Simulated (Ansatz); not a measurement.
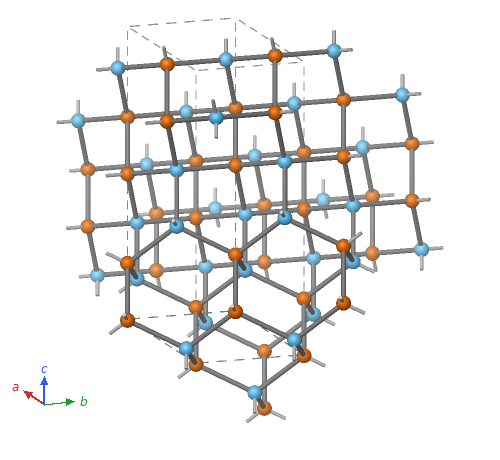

A cut-out of a periodic net derived from a crystal structure. Nodes are coloured by topological kind. Edges to nodes outside the piece are drawn as stubs.

What net is this?

A binodal (4,4)-connected, three-periodic net.

Give point symbol and coordination sequence of each kind of node.

4-connected node: 6^6, sequence 4, 12, 24, 42; 4-connected node: 6^6, sequence 4, 12, 25, 44.

Where the net comes from. The compound is CaO (space group P6_3mc, No. 186), taken as the geometry relaxed with DFT, r2SCAN+rVV10, plane waves, PAW (Ansatz 0.2.0); the starting structure was generated, so it need not be a known form of this composition. Bonds are taken as Ca–O below 2.6 Å. Atoms with one bond or none are removed and atoms with two bonds are replaced by edges, until no such atom is left. Ca(2b) and O(2b) are 4-connected nodes; Ca(2a) and O(2a) are 4-connected nodes, in the ratio 1:1.
